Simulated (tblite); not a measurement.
# Single-point calculation, with input and output: HBr

HBr (I4/mmm, 2 atoms in the cell), computed with GFN2-xTB tight binding on a periodic cluster of cells at the zone centre (tblite 0.8.0).

The structure derives from an entry of the Crystallography Open Database. The geometry comes from this level: r2scan-rvv10 (a point of a series of volumes). It belongs to a series of runs on one base structure; here: volume +12%.

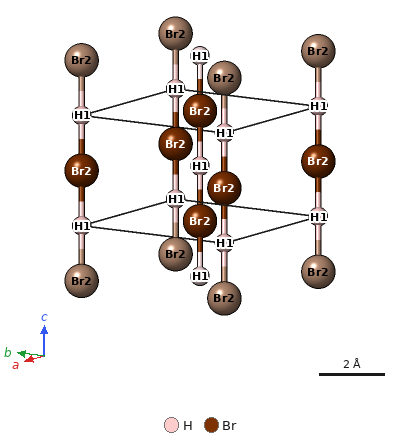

Figure 1. The structure (ball-and-stick view of the cell 2 times as large as that of the calculation, set on its symmetry axes, seen at an oblique angle; neighbours outside the cell are drawn fainter; atoms are numbered from 1 in the order of the input). Near neighbours in the crystal (not all of them lie inside the picture): H has 2 Br at 1.73 Å; Br has 2 H at 1.73 Å.

### Results in brief

| quantity | value |
| --- | --- |
| outcome | converged |
| space group (tolerance 0.01 Å) | I4/mmm (139) |
| electrons treated | 8 |
| total energy | −124.3040 eV |
| band gap | 2.83 eV |
| pressure | −1.27 GPa |
| hardware | 1 thread of Arm Neoverse V1, 24 GiB of memory available, shared host |
| wall time | 3 s |
| peak memory | 0.098 GiB |

### The input
```python
import json
from ase import Atoms
from ase.build import make_supercell
from ase.units import Bohr, GPa, Hartree
from tblite.interface import Calculator

atoms = Atoms(['H', 'Br'],
              cell=[[0.0, 3.732481, 3.732429], [1.733089, -0.0, 3.732429], [1.733089, 3.732481, 0.0]],
              scaled_positions=[[0.0, -0.0, -0.0], [0.5, 0.5, 0.5]],
              pbc=True)
cluster = make_supercell(atoms, [[0, 2, -2], [2, 0, 0], [3, -3, -3]])
calc = Calculator('GFN2-xTB', cluster.numbers, cluster.positions / Bohr, lattice=cluster.cell[:] / Bohr, periodic=cluster.pbc)
calc.set('temperature', 0.02 / Hartree)
calc.set('max-iter', 150)
res = calc.singlepoint()
levels = res.get('orbital-energies') * Hartree
nv = round(res.get('orbital-occupations').sum() / 2)
cells = len(cluster) // len(atoms)
out = {'energy_per_cell': res.get('energy') * Hartree / cells, 'homo': levels[nv - 1], 'lumo': levels[nv],
       'stress': (-res.get('virial') * Hartree / cluster.get_volume() / GPa).tolist(), 'charges': res.get('charges')[:len(atoms)].tolist(), 'electrons': 2 * nv / cells}
json.dump(out, open('results.json', 'w'))
for key, value in out.items():
    print(key, value)
```

Run as:
```bash
python run.py
```

### What the program printed
```
------------------------------------------------------------
  cycle        total energy    energy error   density error
------------------------------------------------------------
      1     -109.4724871734  -1.0951922E+02   2.2479186E-01
      2     -109.5913870514  -1.1889988E-01   1.2193685E-01
      3     -109.6328939201  -4.1506869E-02   2.3044902E-02
      4     -109.6320802864   8.1363366E-04   4.3117694E-02
      5     -109.6340824517  -2.0021653E-03   3.3352680E-03
      6     -109.6340942384  -1.1786640E-05   8.5321619E-04
      7     -109.6340950582  -8.1987442E-07   2.0299790E-05
      8     -109.6340950588  -5.6829208E-10   1.0327240E-05
------------------------------------------------------------

 total:                                   2.284 sec
energy_per_cell -124.30398675322806
homo -11.463631632403283
lumo -8.635787296942942
stress [[-2.271288704555794, -5.427206345580998e-16, 1.668143220961226e-08], [-5.389513432170795e-16, -0.7766624116698873, 5.075294661153567e-15], [1.6681432209436173e-08, 5.077161965665647e-15, -0.776657470262133]]
charges [0.4296380569969873, -0.42963806692553264]
electrons 8.0
```
